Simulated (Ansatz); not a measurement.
**Si$_{16}$NO$_{30}$ (charge −1): geometry relaxation (part 3 of 3)**

The same run, continued: Si$_{16}$NO$_{30}$ (defect cell, 47 atoms in the cell, total charge −1); DFT PBEsol, scalar-relativistic, plane waves, PAW, PAW set soft_1, no spin polarisation (Ansatz 0.2.0); cutoff 420 eV, 1×1×2 k-mesh, Gaussian smearing of 0.05 eV. The structure derives from an entry of the Crystallography Open Database. It belongs to a series of runs on one base structure; here: end point A relaxed.

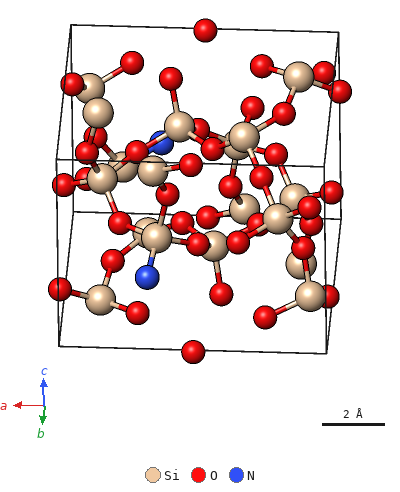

Figure 1. The geometry at step 6 of the log (ball-and-stick view of the cell of the calculation, seen at an oblique angle).

Trajectory as extended XYZ, continued
```
47
Lattice="0.0980 6.1524 6.1548 0.0980 -6.1524 6.1548 7.0666 0.0000 0.0000" Properties=species:S:1:pos:R:3:forces:R:3 step=4 energy=-27190.41457
Si    4.6453   -4.3994    6.6390    0.1115   0.1479   0.1961
Si    0.7263    1.6925    2.6642   -0.1605  -0.0923   0.0837
Si    6.1858   -1.7405    5.6939   -0.0966  -0.2119  -0.0811
Si    2.9179   -1.6651    3.4702   -0.0586   0.2307  -0.0755
Si    3.6617    1.1983    3.3660   -0.0245  -0.1035  -0.0143
Si    5.3568    1.1565    5.9190   -0.1424   0.0688  -0.2119
Si    7.0237   -1.1677    2.7888    0.0547  -0.0415   0.0455
Si    5.4233    4.9789    6.4376    0.0233   0.0655  -0.0221
O    -0.0236    3.0541    3.0611    0.0055  -0.0851  -0.0581
O     0.9625   -4.5538    4.6470    0.0035   0.0441   0.0864
O     2.8394   -1.5279    7.6436    0.0179  -0.0853  -0.0545
O     6.8851    1.6985    5.7894   -0.1418  -0.0496   0.0721
O     2.0518    1.3389    3.5265   -0.1055   0.0817  -0.0098
O     3.8843    4.5036    6.6185   -0.1465  -0.0869  -0.2311
O     1.5429   -1.4797    2.6233   -0.0428   0.0077  -0.0389
O     4.1903    1.9634    2.0497   -0.0210   0.0421  -0.0971
O     1.1626   -4.4128    7.2391    0.0325   0.0686   0.0523
O     6.4978   -1.9269    4.1138    0.0435   0.0249   0.0005
O     2.5829   -1.6289    5.0455    0.0016  -0.0729   0.1157
O     6.7722    0.4361    2.9527    0.1919   0.0953  -0.0509
O     5.5879   -5.7042    6.4638   -0.0240  -0.0564  -0.1043
O     3.9120   -0.4142    3.1239   -0.0415  -0.0818   0.0810
O     5.2144   -0.4630    5.8881    0.1442   0.1449   0.1665
Si    1.2449    2.0348    6.5714    0.3375   0.4694  -0.0670
Si    4.3771    1.6743    8.8665   -0.1561  -0.0303   0.0316
Si    2.5029    4.2011    5.7010   -0.3307  -0.8109  -0.0322
Si    6.4790   -1.6856    9.6156    0.1197   0.2167  -0.0360
Si    0.2884    1.1560    9.4535    0.1048  -0.1262  -0.1421
Si    1.7597   -5.1500    5.9259   -0.1307   0.0870  -0.0615
Si    3.5006   -1.1936    9.1155   -0.0971  -0.3284  -0.5179
Si    2.0144   -0.9566    6.4057    0.0752   0.0422  -0.0290
O     5.4408   -3.0872    6.1597   -0.0281  -0.0143   0.0173
O     3.6070   -3.0682    3.1183    0.0923  -0.0466  -0.0103
O     4.4956    1.6871    4.6527    0.1549   0.0935   0.1669
O     6.3178    4.3954    7.6682   -0.0777  -0.0108  -0.0937
O     3.3068   -4.6651    5.7733   -0.0832  -0.0025   0.0314
O     5.7778    1.4898    9.6617   -0.0389   0.0437   0.0541
O     0.4666   -1.4528    6.5328   -0.0501  -0.0139  -0.0179
O     5.1249   -1.3974    8.7922   -0.1816  -0.0640   0.1148
O     0.8824    1.9838    8.1900   -0.0697  -0.0738   0.0629
O     4.6838    1.7149    7.2755    0.1093   0.0229  -0.0395
N     2.8411   -2.2047   10.2394    0.3409   0.8774   0.5691
O     6.0591    4.4602    5.0477    0.0121  -0.1645   0.1562
O     3.3549    0.4712    9.2517    0.1788  -0.1492   0.0508
O     2.1417    0.6677    6.3139   -0.1033  -0.1008  -0.0155
O     0.4361   -0.4562    9.2455   -0.0826  -0.0126   0.1009
O     1.5695    5.5496    6.0772    0.2791   0.0418  -0.1435
47
Lattice="0.0980 6.1524 6.1548 0.0980 -6.1524 6.1548 7.0666 0.0000 0.0000" Properties=species:S:1:pos:R:3:forces:R:3 step=5 energy=-27190.53437
Si    4.6405   -4.4033    6.6304   -0.2005   0.0207  -0.1324
Si    0.7306    1.7047    2.6665    0.0044   0.1698  -0.0577
Si    6.1666   -1.7372    5.6995    0.0920  -0.0144   0.0871
Si    2.8958   -1.6757    3.4685    0.0691  -0.1671   0.0454
Si    3.6673    1.1997    3.3735    0.0054   0.0469  -0.0066
Si    5.3872    1.1973    5.9054    0.0959   0.0410   0.1063
Si    7.0173   -1.1691    2.7860   -0.0904  -0.0162  -0.0518
Si    5.3827    4.9571    6.4336   -0.0942  -0.0871   0.0086
O    -0.0196    3.0581    3.0613    0.0129  -0.0304   0.0513
O     0.9494   -4.5424    4.6522   -0.0112   0.0039  -0.0615
O     2.8314   -1.6038    7.6166    0.0167   0.0631  -0.0043
O     6.9183    1.7271    5.7871    0.0997   0.0034  -0.0180
O     2.0668    1.4236    3.5361    0.0912  -0.1204   0.0406
O     3.8549    4.4558    6.6476    0.0688   0.0246   0.0174
O     1.5298   -1.5009    2.6092    0.0057   0.0084   0.0074
O     4.2071    1.9348    2.0438    0.0044  -0.0201   0.0702
O     1.1588   -4.3794    7.2425   -0.0493  -0.0314   0.0432
O     6.4848   -1.9033    4.1203   -0.0057   0.0347  -0.0360
O     2.5581   -1.6807    5.0443    0.0180   0.0614  -0.0380
O     6.8072    0.4382    2.9469   -0.0539  -0.0481   0.0310
O     5.5483   -5.7257    6.3928    0.0384   0.0044   0.0510
O     3.8847   -0.4162    3.1695    0.0351   0.0405  -0.0184
O     5.2534   -0.4218    5.9456   -0.0451  -0.0362  -0.0748
Si    1.2888    2.0398    6.5700   -0.3002  -0.1648  -0.0004
Si    4.3914    1.6890    8.8361    0.0827   0.0257  -0.0003
Si    2.4688    4.1802    5.7334    0.1809   0.1178  -0.0491
Si    6.4666   -1.6999    9.6445   -0.0633  -0.0868  -0.0871
Si    0.2890    1.1509    9.4535   -0.0816   0.0090   0.1137
Si    1.7434   -5.1309    5.9329    0.1233  -0.0238  -0.0058
Si    3.5121   -1.2174    9.0576    0.1051   0.0758   0.0887
Si    2.0017   -0.9903    6.3974   -0.0957  -0.1237  -0.0405
O     5.4130   -3.0811    6.1495    0.0294   0.0306   0.0103
O     3.6075   -3.0714    3.1181   -0.0619   0.0733  -0.0066
O     4.5285    1.7139    4.6384   -0.0731  -0.0251  -0.0761
O     6.2870    4.4120    7.6744    0.0632   0.0167   0.0777
O     3.2844   -4.6356    5.7790    0.0622   0.0087  -0.0043
O     5.7834    1.5175    9.6514    0.0493  -0.0126  -0.0084
O     0.4570   -1.4892    6.5381    0.0311   0.0579   0.0129
O     5.1292   -1.4597    8.7823   -0.0276  -0.0034   0.0120
O     0.8985    1.9526    8.1849    0.1012   0.0483  -0.1146
O     4.7372    1.7939    7.2553   -0.0694  -0.0478  -0.0447
N     2.8824   -2.0691   10.2921   -0.0518  -0.0868   0.1406
O     6.0339    4.3757    5.0748    0.0436   0.0566  -0.0216
O     3.4131    0.4473    9.1606   -0.1503   0.0711  -0.0288
O     2.1310    0.6314    6.2998    0.0719   0.1461   0.0245
O     0.4100   -0.4639    9.3021    0.0670   0.0499  -0.0337
O     1.5968    5.5724    6.1146   -0.1422  -0.1623  -0.0173
47
Lattice="0.0980 6.1524 6.1548 0.0980 -6.1524 6.1548 7.0666 0.0000 0.0000" Properties=species:S:1:pos:R:3:forces:R:3 step=6 energy=-27190.55226
Si    4.6283   -4.3983    6.6320    0.0472  -0.0299   0.0751
Si    0.7277    1.7014    2.6716    0.0054  -0.0924   0.0391
Si    6.1788   -1.7447    5.7000   -0.0252   0.0422  -0.0575
Si    2.9065   -1.6707    3.4651   -0.0189   0.0781  -0.0355
Si    3.6646    1.2002    3.3705   -0.0148  -0.0166   0.0025
Si    5.3785    1.1830    5.9044   -0.0346  -0.0048  -0.0406
Si    7.0180   -1.1694    2.7879    0.0359   0.0168   0.0168
Si    5.3910    4.9616    6.4374    0.0086   0.0088  -0.0040
O    -0.0191    3.0562    3.0707   -0.0011   0.0204  -0.0179
O     0.9478   -4.5486    4.6537    0.0145  -0.0028   0.0299
O     2.8383   -1.5751    7.6211   -0.0066  -0.0155  -0.0241
O     6.9080    1.7167    5.7817   -0.0443   0.0059   0.0009
O     2.0614    1.3922    3.5421   -0.0474   0.0252  -0.0257
O     3.8651    4.4590    6.6482   -0.0103  -0.0150  -0.0150
O     1.5348   -1.4894    2.6131    0.0098  -0.0082   0.0012
O     4.1888    1.9521    2.0456    0.0034   0.0210  -0.0596
O     1.1549   -4.4060    7.2465    0.0178   0.0125  -0.0188
O     6.4952   -1.9158    4.1194    0.0000  -0.0247   0.0277
O     2.5719   -1.6540    5.0412   -0.0039  -0.0202   0.0221
O     6.7965    0.4361    2.9612    0.0034   0.0247  -0.0201
O     5.5480   -5.7194    6.4278   -0.0079   0.0047  -0.0207
O     3.8977   -0.4129    3.1497   -0.0057  -0.0283   0.0119
O     5.2477   -0.4366    5.9155    0.0061   0.0070   0.0299
Si    1.2650    2.0390    6.5679    0.1182   0.0484   0.0126
Si    4.3863    1.6850    8.8416   -0.0283   0.0114  -0.0276
Si    2.4839    4.1712    5.7320   -0.0539  -0.0374  -0.0205
Si    6.4710   -1.6914    9.6319    0.0220   0.0186   0.0457
Si    0.2889    1.1528    9.4529    0.0245  -0.0031  -0.0433
Si    1.7432   -5.1506    5.9310   -0.0282  -0.0507  -0.0030
Si    3.5138   -1.2031    9.0704   -0.0627  -0.0531   0.0380
Si    2.0072   -0.9750    6.3964    0.0436   0.0590   0.0143
O     5.4229   -3.0847    6.1580   -0.0123  -0.0080  -0.0034
O     3.6105   -3.0658    3.1103    0.0235  -0.0361   0.0151
O     4.5193    1.7087    4.6391    0.0295   0.0034   0.0394
O     6.2971    4.4059    7.6745   -0.0097  -0.0028  -0.0269
O     3.2832   -4.6475    5.7732   -0.0182   0.0118  -0.0026
O     5.7805    1.5047    9.6515   -0.0149   0.0134   0.0032
O     0.4631   -1.4712    6.5396   -0.0200  -0.0309  -0.0081
O     5.1297   -1.4371    8.7801    0.0282   0.0075   0.0012
O     0.8962    1.9648    8.1846   -0.0482  -0.0070   0.0547
O     4.7180    1.7620    7.2558    0.0175   0.0021   0.0081
N     2.8954   -2.0919   10.2907    0.0345   0.0552  -0.0198
O     6.0450    4.4110    5.0661   -0.0030  -0.0094   0.0039
O     3.3843    0.4618    9.1816    0.0336  -0.0040   0.0075
O     2.1364    0.6511    6.3082   -0.0029  -0.0771  -0.0177
O     0.4238   -0.4602    9.2803   -0.0206  -0.0214   0.0039
O     1.5807    5.5478    6.0955    0.0158   0.1008   0.0079
47
Lattice="0.0980 6.1524 6.1548 0.0980 -6.1524 6.1548 7.0666 0.0000 0.0000" Properties=species:S:1:pos:R:3:forces:R:3 step=7 energy=-27190.55443
Si    4.6301   -4.3993    6.6321    0.0000   0.0114  -0.0133
Si    0.7272    1.7002    2.6708   -0.0023   0.0048  -0.0055
Si    6.1761   -1.7428    5.6979   -0.0018  -0.0116   0.0070
Si    2.9055   -1.6703    3.4653    0.0063  -0.0053   0.0044
Si    3.6650    1.2005    3.3706   -0.0027  -0.0019  -0.0024
Si    5.3807    1.1867    5.9041   -0.0002  -0.0004   0.0043
Si    7.0181   -1.1691    2.7869   -0.0038  -0.0009   0.0012
Si    5.3889    4.9599    6.4365    0.0024   0.0023  -0.0026
O    -0.0170    3.0575    3.0677   -0.0039  -0.0016   0.0049
O     0.9467   -4.5486    4.6548    0.0012  -0.0043  -0.0030
O     2.8384   -1.5818    7.6201    0.0036   0.0030   0.0080
O     6.9102    1.7212    5.7854    0.0007  -0.0014  -0.0046
O     2.0616    1.3960    3.5400    0.0040  -0.0056   0.0052
O     3.8633    4.4557    6.6472   -0.0014   0.0006  -0.0012
O     1.5346   -1.4898    2.6128   -0.0007   0.0033  -0.0023
O     4.1911    1.9509    2.0446   -0.0013  -0.0038   0.0086
O     1.1558   -4.4013    7.2462   -0.0001  -0.0037   0.0005
O     6.4931   -1.9146    4.1183    0.0018   0.0023  -0.0069
O     2.5716   -1.6597    5.0419    0.0028   0.0038  -0.0033
O     6.7951    0.4368    2.9569    0.0044  -0.0011   0.0019
O     5.5465   -5.7209    6.4197   -0.0017  -0.0052   0.0033
O     3.8974   -0.4132    3.1534   -0.0020   0.0016  -0.0010
O     5.2499   -0.4331    5.9222    0.0017   0.0063  -0.0017
Si    1.2720    2.0384    6.5708   -0.0063  -0.0001  -0.0037
Si    4.3863    1.6862    8.8391   -0.0011   0.0041   0.0046
Si    2.4795    4.1726    5.7326   -0.0009   0.0028   0.0151
Si    6.4717   -1.6930    9.6355    0.0005  -0.0044  -0.0064
Si    0.2883    1.1522    9.4534   -0.0015  -0.0011   0.0111
Si    1.7431   -5.1479    5.9320    0.0018   0.0146  -0.0046
Si    3.5127   -1.2058    9.0695    0.0093   0.0120  -0.0192
Si    2.0072   -0.9796    6.3966   -0.0070  -0.0092   0.0006
O     5.4192   -3.0833    6.1550   -0.0001  -0.0006   0.0018
O     3.6102   -3.0668    3.1130   -0.0019   0.0041  -0.0020
O     4.5210    1.7102    4.6389    0.0000  -0.0005  -0.0051
O     6.2962    4.4072    7.6734    0.0028   0.0010   0.0015
O     3.2823   -4.6434    5.7745   -0.0025  -0.0055  -0.0004
O     5.7803    1.5076    9.6501    0.0016  -0.0005  -0.0026
O     0.4630   -1.4791    6.5366    0.0049   0.0071   0.0013
O     5.1302   -1.4394    8.7836   -0.0073  -0.0003   0.0037
O     0.8958    1.9646    8.1868    0.0071   0.0016  -0.0113
O     4.7196    1.7677    7.2544   -0.0008   0.0006  -0.0030
N     2.8933   -2.0854   10.2926   -0.0044  -0.0083   0.0093
O     6.0456    4.4042    5.0687    0.0021  -0.0006   0.0042
O     3.3882    0.4599    9.1768   -0.0012  -0.0042   0.0008
O     2.1353    0.6450    6.3064   -0.0013   0.0104   0.0027
O     0.4220   -0.4609    9.2832   -0.0018  -0.0002  -0.0002
O     1.5829    5.5532    6.1010    0.0009  -0.0151   0.0005
47
Lattice="0.0980 6.1524 6.1548 0.0980 -6.1524 6.1548 7.0666 0.0000 0.0000" Properties=species:S:1:pos:R:3:forces:R:3 step=8 energy=-27190.55443
Si    4.6301   -4.3993    6.6321    0.0000   0.0114  -0.0134
Si    0.7272    1.7002    2.6708   -0.0024   0.0049  -0.0056
Si    6.1761   -1.7428    5.6979   -0.0018  -0.0116   0.0071
Si    2.9055   -1.6703    3.4653    0.0063  -0.0054   0.0044
Si    3.6650    1.2005    3.3706   -0.0028  -0.0019  -0.0025
Si    5.3807    1.1867    5.9041   -0.0001  -0.0003   0.0044
Si    7.0181   -1.1691    2.7869   -0.0038  -0.0009   0.0012
Si    5.3889    4.9599    6.4365    0.0023   0.0023  -0.0026
O    -0.0170    3.0575    3.0677   -0.0039  -0.0016   0.0050
O     0.9467   -4.5486    4.6548    0.0012  -0.0043  -0.0030
O     2.8384   -1.5818    7.6201    0.0036   0.0031   0.0080
O     6.9102    1.7212    5.7854    0.0006  -0.0014  -0.0047
O     2.0616    1.3960    3.5400    0.0040  -0.0056   0.0052
O     3.8633    4.4557    6.6472   -0.0014   0.0007  -0.0012
O     1.5346   -1.4898    2.6128   -0.0007   0.0033  -0.0024
O     4.1911    1.9509    2.0446   -0.0013  -0.0038   0.0087
O     1.1558   -4.4013    7.2462   -0.0001  -0.0039   0.0004
O     6.4931   -1.9146    4.1183    0.0018   0.0023  -0.0069
O     2.5716   -1.6597    5.0419    0.0028   0.0039  -0.0032
O     6.7951    0.4368    2.9569    0.0045  -0.0011   0.0019
O     5.5465   -5.7209    6.4197   -0.0017  -0.0051   0.0034
O     3.8974   -0.4132    3.1534   -0.0020   0.0016  -0.0011
O     5.2499   -0.4331    5.9222    0.0016   0.0062  -0.0018
Si    1.2720    2.0384    6.5708   -0.0062  -0.0001  -0.0037
Si    4.3863    1.6862    8.8391   -0.0011   0.0041   0.0046
Si    2.4795    4.1726    5.7326   -0.0010   0.0029   0.0152
Si    6.4717   -1.6930    9.6355    0.0005  -0.0044  -0.0065
Si    0.2883    1.1522    9.4534   -0.0015  -0.0011   0.0112
Si    1.7431   -5.1479    5.9320    0.0019   0.0146  -0.0046
Si    3.5127   -1.2058    9.0695    0.0093   0.0121  -0.0192
Si    2.0072   -0.9796    6.3966   -0.0070  -0.0093   0.0006
O     5.4192   -3.0833    6.1550   -0.0001  -0.0006   0.0018
O     3.6102   -3.0668    3.1130   -0.0019   0.0041  -0.0021
O     4.5210    1.7102    4.6389    0.0000  -0.0005  -0.0051
O     6.2962    4.4072    7.6734    0.0029   0.0010   0.0015
O     3.2823   -4.6434    5.7745   -0.0025  -0.0056  -0.0004
O     5.7803    1.5076    9.6501    0.0017  -0.0005  -0.0026
O     0.4630   -1.4791    6.5366    0.0050   0.0072   0.0013
O     5.1302   -1.4394    8.7836   -0.0074  -0.0003   0.0037
O     0.8958    1.9646    8.1868    0.0071   0.0016  -0.0113
O     4.7196    1.7677    7.2544   -0.0008   0.0005  -0.0030
N     2.8933   -2.0854   10.2926   -0.0044  -0.0084   0.0092
O     6.0456    4.4042    5.0687    0.0021  -0.0005   0.0041
O     3.3882    0.4599    9.1768   -0.0013  -0.0042   0.0009
O     2.1353    0.6450    6.3064   -0.0012   0.0104   0.0028
O     0.4220   -0.4609    9.2832   -0.0018  -0.0002  -0.0003
O     1.5829    5.5532    6.1010    0.0009  -0.0152   0.0004
```

Summary

- outcome: converged
- electrons treated: 250
- free energy: −27190.5544 eV
- Fermi energy: 7.685 eV
- final volume: 535.19 Å³
- largest force (length of the vector) at the end: 0.025 eV/Å
- hardware: 2 threads of Arm Neoverse V2, 24 GiB of memory available, shared host
- wall time: 39 s (CPU time 75 s)
- peak memory: 1.1 GiB

Remarks

The program warns: the PAW datasets were made with another functional. The cell is charged and computed with a neutralising background, so its energy and pressure depend on the cell and aren't those of a real crystal. The k-point mesh is coarse for a cell of this size, so the results may not be converged.
